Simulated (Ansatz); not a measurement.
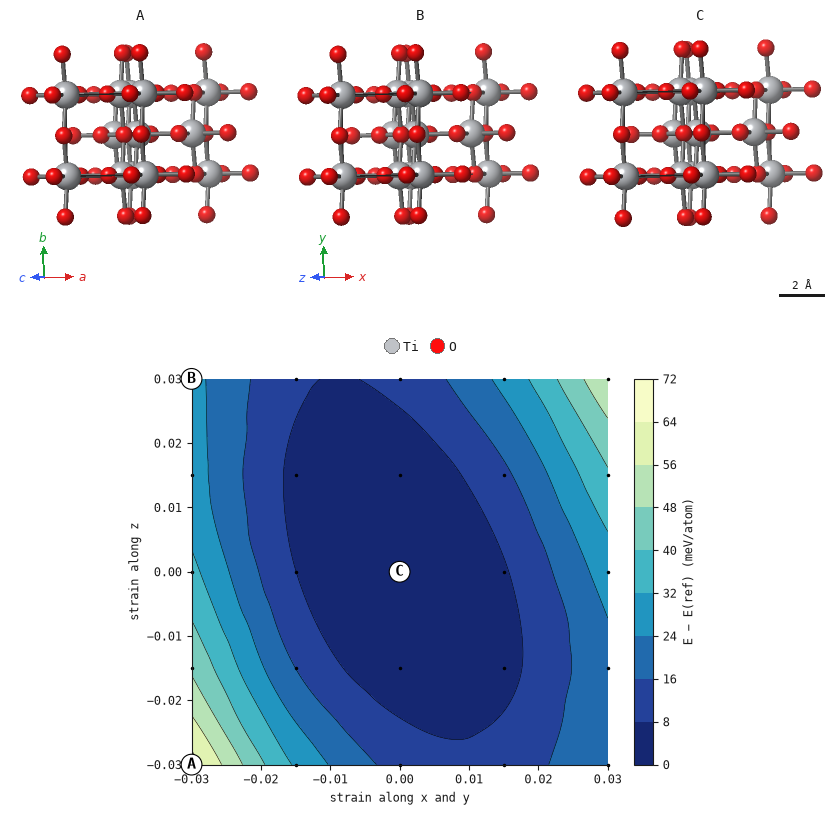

Energy scan for a crystal of TiO₂ (I4_1/amd), in which the cell is strained equally along x and y and separately along z, with the atoms kept at their fractional coordinates. x, y and z are the Cartesian axes of the input. The map is interpolated between the computed points (dots). The lettered frames are marked on it. Style: ball-and-stick. Shown: the conventional cell (2 times the calculation's cell), along the c axis, with a slight tilt. Lengths and directions refer to the drawn axes.

All numbers below come from DFT PBE, scalar-relativistic, plane waves, PAW in Ansatz 0.2.0. Set-up: plane-wave cutoff 420 eV; k-point mesh 10 × 10 × 10; occupations gaussian; smearing width 0.05 eV; no spin polarisation. Energies (free energies at the smearing named) are counted from the relaxed crystal.

Q: Where is the lowest point of the map, and what else does it tell?

A: In pairs of (strain along x and y; strain along z): the lowest computed point lies at (0.000, 0.000) (0.0 meV/atom), the highest at (−0.030, −0.030) (67.1 meV/atom). The valley is tilted: raising the in-plane strain is made harder by raising the strain along z (cross term 0.47 of the geometric mean of the two curvatures). Over the ranges scanned the energy rises more along the first axis, the in-plane strain. The pressure runs from −15.1 GPa at (0.030, 0.030) to 22.9 GPa at (−0.030, −0.030). The frames lie at A (−0.030, −0.030): 67.1 meV/atom, B (−0.030, 0.030): 26.4 meV/atom, C (0.000, 0.000): 0.0 meV/atom.
